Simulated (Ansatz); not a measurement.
System: Dy.

Input file:

```
crystal:
  lattice:
    - [3.7103569386, 0.0, 0.0]
    - [-1.8551784693, 3.2132633659, 0.0]
    - [0.0, 0.0, 6.0024579121]
  atoms:
    - { symbol: Dy, position: [0.3333333333, 0.6666666667, 0.25], spin: 4.676, spin_axis: [0, 0, 1] }
    - { symbol: Dy, position: [0.6666666667, 0.3333333333, 0.75], spin: -4.676, spin_axis: [0, 0, 1] }
hamiltonian:
  xc: rpbe
  pseudopotentials:
    kind: paw_fr
    azcp:
      Dy: "pseudopotentials/Dy.paw.azcp"
basis:
  ecutwfc: 420
  fft_grid_basis: typed
kpoints:
  mp_grid: { grid: [10, 10, 5], shift: [0, 0, 0] }
magnetization:
  noncollinear: true
  spin_orbit: true
scf:
  occupations: { method: fermi_dirac, width: 0.05 }
output:
  write_density: true
  write_potential: true
  elf: true
  volumetric_format: npy
```

Command:

```sh
ansatz run input.yaml --threads 4 --pin off --max-ram 8192MiB --backend cpu --events-out ev --progress --plain --runs-dir out
```

Space group P6₃/mmc; set up as Dy, hcp; the SCF solution may not be the lowest one; no Hubbard U on the f states.

All numbers below come from Ansatz, DFT, RPBE, plane waves (420 eV) with PAW, fully relativistic with spin-orbit coupling.

Q: What will maps of the valence pseudo-density and electron localisation function show?

A: Dy–Dy (3.71 Å): ρ is about 0.08 e/Å³ halfway; the ELF is about 0.15 at the midpoint (no shared electron pair shows on this line).

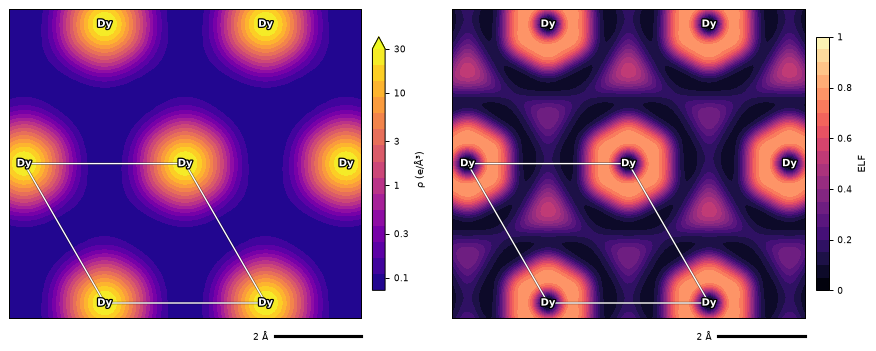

Computed valence pseudo-density and electron localisation function on the (001) plane of the calculation cell, in this order. 

In a PAW calculation such maps are meaningful between the atoms, not at the nuclei.
